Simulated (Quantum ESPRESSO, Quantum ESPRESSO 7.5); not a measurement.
# 2H-WSe2, 1 layer: solver and mixing choices

Which eigensolver and mixing suits 2H-WSe2, 1 layer? The physics should not care; the clock does.

Program: Quantum ESPRESSO 7.5. Level of theory: plane-wave DFT, PBE, SG15 norm-conserving pseudopotentials. Results are calculated unless marked as measured.

## (1) Starting point

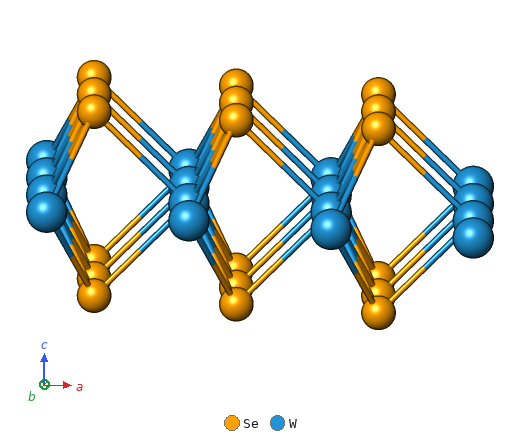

The starting structure, seen nearly edge on (selenium orange, tungsten blue). 3×3×1 cells are drawn. Bonds to atoms that aren't drawn are left out. Some periodic images of atoms are drawn too.

The cell holds 3 atoms: 2 Se and 1 W. Its edges and angles: a = 3.320 Å, b = 3.320 Å, c = 20.740 Å, α = 90.0°, β = 90.0°, γ = 120.0°. It derives from WSe2. Vacuum lies along c.

## (2) Ground state: david, local-TF mixing, beta 0.4, history 8

The first run is the reference of the series.

The input, c0.in:

```
&control
  prefix = 'c0'
  outdir = './out'
  pseudo_dir = './pseudo'
  calculation = 'scf'
  tprnfor = .true.
/
&system
  ibrav = 0
  nat = 3
  ntyp = 2
  ecutwfc = 60
  ecutrho = 240
  occupations = 'smearing'
  smearing = 'fd'
  degauss = 0.004
  assume_isolated = 'esm'
  esm_bc = 'bc1'
/
&electrons
  conv_thr = 1e-07
  mixing_beta = 0.4
  electron_maxstep = 80
  mixing_mode = 'local-TF'
  diagonalization = 'david'
  mixing_ndim = 8
/
ATOMIC_SPECIES
  Se  78.9710  Se_ONCV_PBE-1.2.upf
  W   183.8400  W_ONCV_PBE-1.2.upf
CELL_PARAMETERS angstrom
  3.32000000000000 0.00000000000000 0.00000000000000
  -1.66000000000000 2.87520434056434 0.00000000000000
  0.00000000000000 0.00000000000000 20.74034793390490
ATOMIC_POSITIONS crystal
  Se  0.333333333333 0.666666666667 -0.090170809714
  W   0.000000000000 0.000000000000 0.000000000000
  Se  0.333333333333 0.666666666667 0.090170809714
K_POINTS automatic
  12 12 1 0 0 0
```

The run is started by

```console
$ OMP_NUM_THREADS=1 mpirun -n 4 pw.x -nk 4 -in c0.in > c0.out
```

Log:

```text
Program PWSCF v.7.5 starts
[citation notice left out]

     Parallel version (MPI & OpenMP), running on       4 processor cores
     Number of MPI processes:                 4
     Threads/MPI process:                     1

     MPI processes distributed on     1 nodes
[...]
Current dimensions of program PWSCF are:
     Max number of different atomic species (ntypx) = 10
     Max number of k-points (npk) =  40000
     Max angular momentum in pseudopotentials (lmaxx) =  4
     Message from routine setup:
     using ibrav=0 with symmetry is DISCOURAGED, use correct ibrav instead

     K-points division:     npool     =       4
     Subspace diagonalization in iterative solution of the eigenvalue problem:
     a serial algorithm will be used

     G-vector sticks info
     --------------------
     sticks:   dense  smooth     PW     G-vecs:    dense   smooth      PW
     Sum         649     649    199                84013    84013   13503

     Using Slab Decomposition

     bravais-lattice index     =            0
     lattice parameter (alat)  =       6.2739  a.u.
     unit-cell volume          =    1336.0399 (a.u.)^3
     number of atoms/cell      =            3
     number of atomic types    =            2
     number of electrons       =        40.00
     number of Kohn-Sham states=           24
     kinetic-energy cutoff     =      60.0000  Ry
     charge density cutoff     =     240.0000  Ry
     scf convergence threshold =      1.0E-07
     mixing beta               =       0.4000
     number of iterations used =            8  local-TF  mixing
     Exchange-correlation= PBE
                           (   1   4   3   4   0   0   0)

     Effective Screening Medium Method
     =================================
     Boundary Conditions: Vacuum-Slab-Vacuum
     total charge in unit cell        =   0.0000
     grid points for fit at edges     =        4

     celldm(1)=   6.273891  celldm(2)=   0.000000  celldm(3)=   0.000000
     celldm(4)=   0.000000  celldm(5)=   0.000000  celldm(6)=   0.000000

     crystal axes: (cart. coord. in units of alat)
               a(1) = (   1.000000   0.000000   0.000000 )
               a(2) = (  -0.500000   0.866025   0.000000 )
               a(3) = (   0.000000   0.000000   6.247093 )

     reciprocal axes: (cart. coord. in units 2 pi/alat)
               b(1) = (  1.000000  0.577350 -0.000000 )
               b(2) = (  0.000000  1.154701  0.000000 )
               b(3) = (  0.000000 -0.000000  0.160074 )

     PseudoPot. # 1 for Se read from file:
     ./pseudo/Se_ONCV_PBE-1.2.upf
     Pseudo is Norm-conserving, Zval =  6.0
     Generated using ONCVPSP code by D. R. Hamann
     Using radial grid of  602 points,  6 beta functions with:
                l(1) =   0
                l(2) =   0
                l(3) =   1
                l(4) =   1
                l(5) =   2
                l(6) =   2

     PseudoPot. # 2 for W  read from file:
     ./pseudo/W_ONCV_PBE-1.2.upf
     Pseudo is Norm-conserving, Zval = 28.0
     Generated using ONCVPSP code by D. R. Hamann
     Using radial grid of  602 points,  8 beta functions with:
                l(1) =   0
                l(2) =   0
                l(3) =   1
                l(4) =   1
                l(5) =   2
                l(6) =   2
                l(7) =   3
                l(8) =   3

     atomic species   valence    mass     pseudopotential
     Se                6.00    78.97100     Se( 1.00)
     W                28.00   183.84000     W ( 1.00)

     12 Sym. Ops. (no inversion) found

   Cartesian axes

     site n.     atom                  positions (alat units)
         1        Se     tau(   1) = (  -0.0000000   0.5773503  -0.5633054  )
         2        W      tau(   2) = (   0.0000000   0.0000000   0.0000000  )
         3        Se     tau(   3) = (  -0.0000000   0.5773503   0.5633054  )

     number of k points=    19  Fermi-Dirac smearing, width (Ry)=  0.0040
                       cart. coord. in units 2pi/alat
        k(    1) = (   0.0000000   0.0000000   0.0000000), wk =   0.0138889
        k(    2) = (   0.0000000   0.0962250   0.0000000), wk =   0.0833333
        k(    3) = (   0.0000000   0.1924501   0.0000000), wk =   0.0833333
        k(    4) = (   0.0000000   0.2886751   0.0000000), wk =   0.0833333
        k(    5) = (   0.0000000   0.3849002   0.0000000), wk =   0.0833333
        k(    6) = (   0.0000000   0.4811252   0.0000000), wk =   0.0833333
        k(    7) = (   0.0000000  -0.5773503   0.0000000), wk =   0.0416667
        k(    8) = (   0.0833333   0.1443376   0.0000000), wk =   0.0833333
        k(    9) = (   0.0833333   0.2405626   0.0000000), wk =   0.1666667
        k(   10) = (   0.0833333   0.3367877   0.0000000), wk =   0.1666667
[...]
k(   19) = (   0.3333333   0.5773503   0.0000000), wk =   0.0277778

     Dense  grid:    84013 G-vectors     FFT dimensions: (  32,  32, 200)

     Estimated max dynamical RAM per process >     127.63 MB

     Estimated total dynamical RAM >     448.97 MB

     Initial potential from superposition of free atoms

     starting charge      39.8971, renormalised to      40.0000

     negative rho (up, down):  1.640E-04 0.000E+00
     Starting wfcs are random

     total cpu time spent up to now is        0.7 secs

     per-process dynamical memory:    71.8 Mb

     Self-consistent Calculation

     iteration #  1     ecut=    60.00 Ry     beta= 0.40
     Davidson diagonalization with overlap
     c_bands:  1 eigenvalues not converged
     c_bands:  2 eigenvalues not converged
     ethr =  1.00E-02,  avg # of iterations = 39.2

     negative rho (up, down):  1.647E-04 0.000E+00

     total cpu time spent up to now is       18.7 secs

     total energy              =    -581.24905426 Ry
     estimated scf accuracy    <       0.47730270 Ry

     iteration #  2     ecut=    60.00 Ry     beta= 0.40
[...]
c_bands:  2 eigenvalues not converged
     c_bands:  2 eigenvalues not converged
     c_bands:  1 eigenvalues not converged
     c_bands:  1 eigenvalues not converged
[...]
negative rho (up, down):  4.690E-05 0.000E+00

[...]
total energy              =    -581.79369825 Ry
     estimated scf accuracy    <       0.05913633 Ry

     iteration #  3     ecut=    60.00 Ry     beta= 0.40
[...]
c_bands:  2 eigenvalues not converged
     c_bands:  1 eigenvalues not converged
     c_bands:  1 eigenvalues not converged
     c_bands:  1 eigenvalues not converged
     c_bands:  3 eigenvalues not converged
[...]
total energy              =    -581.86374792 Ry
     estimated scf accuracy    <       0.02480762 Ry

     iteration #  4     ecut=    60.00 Ry     beta= 0.40
[...]
c_bands:  1 eigenvalues not converged
[...]
negative rho (up, down):  7.465E-05 0.000E+00

[...]
total energy              =    -581.86198108 Ry
     estimated scf accuracy    <       0.01198200 Ry

     iteration #  5     ecut=    60.00 Ry     beta= 0.40
[...]
total energy              =    -581.86680913 Ry
     estimated scf accuracy    <       0.00532309 Ry

     iteration #  6     ecut=    60.00 Ry     beta= 0.40
[...]
total energy              =    -581.86775238 Ry
     estimated scf accuracy    <       0.00166185 Ry

     iteration #  7     ecut=    60.00 Ry     beta= 0.40
[...]
total energy              =    -581.86851333 Ry
     estimated scf accuracy    <       0.00088547 Ry

     iteration #  8     ecut=    60.00 Ry     beta= 0.40
[...]
total energy              =    -581.86841742 Ry
     estimated scf accuracy    <       0.00070240 Ry

     iteration #  9     ecut=    60.00 Ry     beta= 0.40
[...]
total energy              =    -581.86854850 Ry
     estimated scf accuracy    <       0.00049581 Ry

     iteration # 10     ecut=    60.00 Ry     beta= 0.40
[...]
negative rho (up, down):  8.694E-05 0.000E+00

[...]
total energy              =    -581.86794603 Ry
     estimated scf accuracy    <       0.00061377 Ry

     iteration # 11     ecut=    60.00 Ry     beta= 0.40
[...]
negative rho (up, down):  4.798E-04 0.000E+00

[...]
total energy              =    -581.86789874 Ry
     estimated scf accuracy    <       0.00040035 Ry

     iteration # 12     ecut=    60.00 Ry     beta= 0.40
[...]
negative rho (up, down):  1.365E-04 0.000E+00

[...]
total energy              =    -581.86787446 Ry
     estimated scf accuracy    <       0.00013564 Ry

     iteration # 13     ecut=    60.00 Ry     beta= 0.40
[...]
negative rho (up, down):  1.957E-04 0.000E+00

[...]
total energy              =    -581.86794315 Ry
     estimated scf accuracy    <       0.00005912 Ry

     iteration # 14     ecut=    60.00 Ry     beta= 0.40
[...]
negative rho (up, down):  1.145E-04 0.000E+00

[...]
total energy              =    -581.86789330 Ry
     estimated scf accuracy    <       0.00008303 Ry

     iteration # 15     ecut=    60.00 Ry     beta= 0.40
[...]
negative rho (up, down):  9.354E-05 0.000E+00

[...]
total energy              =    -581.86784017 Ry
     estimated scf accuracy    <       0.00002020 Ry

     iteration # 16     ecut=    60.00 Ry     beta= 0.40
[...]
negative rho (up, down):  2.260E-05 0.000E+00

[...]
total energy              =    -581.86785314 Ry
     estimated scf accuracy    <       0.00000352 Ry

     iteration # 17     ecut=    60.00 Ry     beta= 0.40
[...]
negative rho (up, down):  4.246E-05 0.000E+00

[...]
total energy              =    -581.86785502 Ry
     estimated scf accuracy    <       0.00000281 Ry

     iteration # 18     ecut=    60.00 Ry     beta= 0.40
[...]
negative rho (up, down):  5.239E-05 0.000E+00

[...]
total energy              =    -581.86783508 Ry
     estimated scf accuracy    <       0.00000420 Ry

     iteration # 19     ecut=    60.00 Ry     beta= 0.40
[...]
negative rho (up, down):  2.832E-05 0.000E+00

[...]
total energy              =    -581.86782824 Ry
     estimated scf accuracy    <       0.00000125 Ry

     iteration # 20     ecut=    60.00 Ry     beta= 0.40
[...]
negative rho (up, down):  2.354E-05 0.000E+00

[...]
total energy              =    -581.86782225 Ry
     estimated scf accuracy    <       0.00000040 Ry

     iteration # 21     ecut=    60.00 Ry     beta= 0.40
[...]
End of self-consistent calculation

          k = 0.0000 0.0000 0.0000 ( 10531 PWs)   bands (ev):

   -79.2045 -43.3954 -43.2401 -43.2401 -33.3277 -33.3277 -33.3117 -33.3117
   -33.3027 -33.2857 -33.2758 -19.0898 -18.3472 -10.8404  -7.4846  -6.4425
    -6.4425  -5.7584  -5.5003  -5.5003  -2.3378  -2.3374  -2.2082  -2.2081

          k = 0.0000 0.0962 0.0000 ( 10535 PWs)   bands (ev):

   -79.2039 -43.3933 -43.2528 -43.2431 -33.3277 -33.3275 -33.3120 -33.3118
   -33.3026 -33.2854 -33.2762 -18.9958 -18.2854 -10.7043  -7.5557  -6.7586
    -6.3495  -5.7388  -5.6670  -5.6613  -2.8085  -2.4706  -2.4459  -2.0850

          k = 0.0000 0.1925 0.0000 ( 10473 PWs)   bands (ev):

   -79.2024 -43.3876 -43.2873 -43.2515 -33.3278 -33.3270 -33.3127 -33.3120
   -33.3022 -33.2844 -33.2775 -18.7255 -18.1082 -10.3226  -7.7750  -7.5501
    -6.1946  -6.0998  -6.0565  -5.7557  -3.4264  -2.7117  -2.6813  -1.8281

          k = 0.0000 0.2887 0.0000 ( 10479 PWs)   bands (ev):

   -79.2004 -43.3797 -43.3341 -43.2629 -33.3279 -33.3264 -33.3136 -33.3122
   -33.3016 -33.2830 -33.2792 -18.3164 -17.8426  -9.8065  -8.5174  -8.2248
    -6.8418  -6.4907  -5.9418  -5.7862  -3.5957  -2.8552  -2.5721  -1.6033

          k = 0.0000 0.3849 0.0000 ( 10480 PWs)   bands (ev):

   -79.1983 -43.3805 -43.3718 -43.2743 -33.3280 -33.3258 -33.3145 -33.3125
   -33.3009 -33.2817 -33.2809 -17.8432 -17.5416  -9.7740  -8.9883  -8.9209
    -7.2031  -6.8556  -6.1250  -5.5460  -3.3030  -2.8138  -2.2344  -1.4711

          k = 0.0000 0.4811 0.0000 ( 10506 PWs)   bands (ev):

   -79.1968 -43.4143 -43.3660 -43.2826 -33.3281 -33.3253 -33.3152 -33.3127
   -33.3005 -33.2821 -33.2807 -17.4354 -17.2911 -10.4278  -9.5297  -8.7566
    -7.3400  -7.0927  -6.0523  -5.4438  -2.8293  -2.6005  -1.9254  -1.4139

[...]
the Fermi energy is    -4.3885 ev

!    total energy              =    -581.86782160 Ry
     estimated scf accuracy    <       0.00000005 Ry
     smearing contrib. (-TS)   =      -0.00000025 Ry
     internal energy E=F+TS    =    -581.86782135 Ry

     The total energy is F=E-TS. E is the sum of the following terms:
     one-electron contribution =    1172.66277678 Ry
     hartree contribution      =    -592.38069376 Ry
     xc contribution           =     -50.61172289 Ry
     ewald contribution        =   -1111.53818148 Ry

     convergence has been achieved in  21 iterations

     Forces acting on atoms (cartesian axes, Ry/au):

     atom    1 type  1   force =    -0.00000000   -0.00000000    0.09672198
     atom    2 type  2   force =     0.00000000   -0.00000000    0.00000000
     atom    3 type  1   force =     0.00000000    0.00000000   -0.09672198

     Total force =     0.136786     Total SCF correction =     0.000468

[...]
=------------------------------------------------------------------------------=
   JOB DONE.
=------------------------------------------------------------------------------=
[...]
```

The job ended after 72 s (4 MPI ranks of Arm Neoverse V2, shared host; peak memory 0.51 GiB).

Read from the output:

- free energy: -7916.7150 eV
- Fermi energy: -4.388 eV
- valence top, on the run's zero: -4.905 eV
- conduction bottom, on the run's zero: -3.813 eV
- gap by band count: 1.092 eV
- vacuum line at the lower end of the cell, over the valence top: 4.905 eV
- vacuum line at the upper end of the cell, over the valence top: 4.905 eV

Electrostatic potential energy of an electron; zero at the highest filled level of the SCF mesh. The potential energy, planar mean by z:

| z (Å) | potential energy, planar mean (eV) |
| --- | --- |
| -10 | 4.90 |
| -8 | 4.90 |
| -6 | 4.90 |
| -4 | 4.82 |
| -2 | -16.3 |
| 0 | -22.8 |
| 2 | -16.3 |
| 4 | 4.82 |
| 6 | 4.90 |
| 8 | 4.90 |
| 10 | 4.90 |

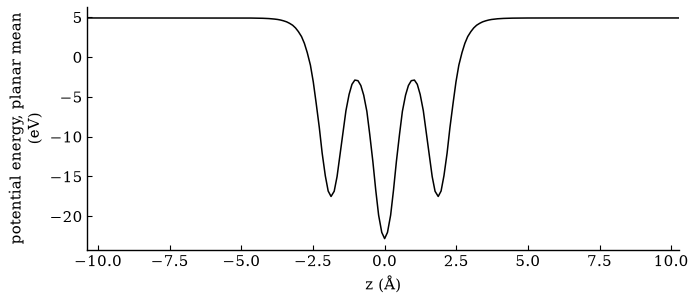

Potential energy, planar mean, plotted against z.

The program's own clock; routines nest. Time by routine:

| routine | wall time (s) | calls |
| --- | --- | --- |
| PWSCF | 71.37 | 1 |
| electrons | 70.36 | 1 |
| c_bands | 54.24 | 21 |
| cegterg | 47.8 | 110 |
| h_psi | 36.64 | 1026 |
| vloc_psi | 29.38 | 1026 |
| fftw | 28.54 | 26534 |
| mix_rho | 10.69 | 21 |
| ffts | 6.44 | 2307 |
| sum_band | 3.79 | 21 |
| add_vuspsi | 3.62 | 1026 |
| calbec | 3.61 | 1046 |
| h_psi:calbec | 3.48 | 1026 |
| v_of_rho | 1.47 | 22 |

The vacuum levels are read from the outermost 0.7 Å of the cell on either side.

The run needed 21 iterations to bring the estimated error under 1e-07 Ry; the largest force on any atom, held or free, is 2.49 eV/Å, so this geometry is far from relaxed and its levels are not those of the real material.

Inside the slab this potential holds the local part of the pseudopotentials, which can be repulsive at the nuclei; only its value in the vacuum has a meaning of its own.

## (3) SCF with pw.x: david, plain mixing, beta 0.4, history 8

c1.in is the input of step 2 with these lines changed:

```diff
@@ -1,3 +1,3 @@
 &control
-  prefix = 'c0'
+  prefix = 'c1'
   outdir = './out'
@@ -23,3 +23,3 @@
   electron_maxstep = 80
-  mixing_mode = 'local-TF'
+  mixing_mode = 'plain'
   diagonalization = 'david'
```

The run is started by

```console
$ OMP_NUM_THREADS=1 mpirun -n 4 pw.x -nk 4 -in c1.in > c1.out
```

Log:

```text
[banner, memory and clock lines left out]
Program PWSCF v.7.5 starts
[...]
Message from routine setup:
[...]
number of electrons       =        40.00
     number of Kohn-Sham states=           24
     kinetic-energy cutoff     =      60.0000  Ry
     charge density cutoff     =     240.0000  Ry
[...]
number of k points=    19  Fermi-Dirac smearing, width (Ry)=  0.0040
[...]
Dense  grid:    84013 G-vectors     FFT dimensions: (  32,  32, 200)
[...]
negative rho (up, down):  1.640E-04 0.000E+00
     Starting wfcs are random
[...]
estimated scf accuracy    <       0.47730270 Ry
[...]
estimated scf accuracy    <       2.94150067 Ry
[...]
estimated scf accuracy    <       0.18280199 Ry
[...]
estimated scf accuracy    <       0.02643588 Ry
[...]
estimated scf accuracy    <       0.00334902 Ry
[...]
estimated scf accuracy    <       0.00631723 Ry
[...]
estimated scf accuracy    <       0.00333759 Ry
[...]
estimated scf accuracy    <       0.00059931 Ry
[...]
negative rho (up, down):  1.361E-06 0.000E+00
[...]
estimated scf accuracy    <       0.00120129 Ry
[...]
estimated scf accuracy    <       0.00134123 Ry
[...]
estimated scf accuracy    <       0.00092924 Ry
[...]
estimated scf accuracy    <       0.00062857 Ry
[...]
estimated scf accuracy    <       0.00067502 Ry
[...]
estimated scf accuracy    <       0.00077805 Ry
[...]
estimated scf accuracy    <       0.00068846 Ry
[...]
estimated scf accuracy    <       0.00002706 Ry
[...]
estimated scf accuracy    <       0.00007048 Ry
[...]
estimated scf accuracy    <       0.00016293 Ry
[...]
estimated scf accuracy    <       0.00003630 Ry
[...]
estimated scf accuracy    <       0.00000127 Ry
[...]
estimated scf accuracy    <       0.00013143 Ry
[...]
estimated scf accuracy    <       0.00003257 Ry
[...]
negative rho (up, down):  3.058E-08 0.000E+00
[...]
estimated scf accuracy    <       0.00001790 Ry
[...]
estimated scf accuracy    <       0.00001761 Ry
[...]
estimated scf accuracy    <       0.00001121 Ry
[...]
negative rho (up, down):  3.518E-06 0.000E+00
[...]
estimated scf accuracy    <       0.00000075 Ry
[...]
the Fermi energy is    -4.3883 ev
!    total energy              =    -581.86782158 Ry
     estimated scf accuracy    <       0.00000004 Ry
     smearing contrib. (-TS)   =      -0.00000025 Ry
     internal energy E=F+TS    =    -581.86782133 Ry
[...]
one-electron contribution =    1172.66289620 Ry
     hartree contribution      =    -592.38119647 Ry
     xc contribution           =     -50.61133959 Ry
     ewald contribution        =   -1111.53818148 Ry
     convergence has been achieved in  27 iterations
[...]
Total force =     0.137421     Total SCF correction =     0.000522
[...]
```

Run time: 76 s. Hardware: 4 MPI ranks; peak memory 0.51 GiB.

Read from the output:

| Item | Value |
| --- | --- |
| valence top, on the run's zero | -4.904 eV |
| gap by band count | 1.091 eV |
| vacuum line at the lower end of the cell, over the valence top | 4.904 eV |
| vacuum line at the upper end of the cell, over the valence top | 4.904 eV |

The program's own clock; routines nest. Time by routine:

| routine | wall time (s) | calls |
| --- | --- | --- |
| PWSCF | 75.14 | 1 |
| electrons | 74.14 | 1 |
| c_bands | 66.9 | 27 |
| cegterg | 60.68 | 140 |
| h_psi | 46.65 | 1204 |
| vloc_psi | 37.48 | 1204 |
| fftw | 36.4 | 33746 |
| sum_band | 4.98 | 27 |
| add_vuspsi | 4.57 | 1204 |
| calbec | 4.53 | 1224 |
| h_psi:calbec | 4.41 | 1204 |
| v_of_rho | 1.7 | 28 |
| init_us_2 | 1.02 | 280 |
| fft | 0.8 | 281 |

Counted from each run's own zero (the valence top), the vacuum level differs from the first run's by -0 meV.

(Part 1 of 3 ends here.)

[Logs are printed without paths, hosts, clocks, repeated set-up lines and the standing remarks that a program may print on its own settings, such as how far it seeks lower states.]

[Hosts, paths, dates, database ids (printed as entryN), source tags and the programs' standing remarks are cut or masked in the printed files.]

[Maps of the electrostatic potential energy from Ansatz leave out the sawtooth potential of an applied field or a dipole correction, so their vacuum need not be flat; planar profiles and work functions include it.]
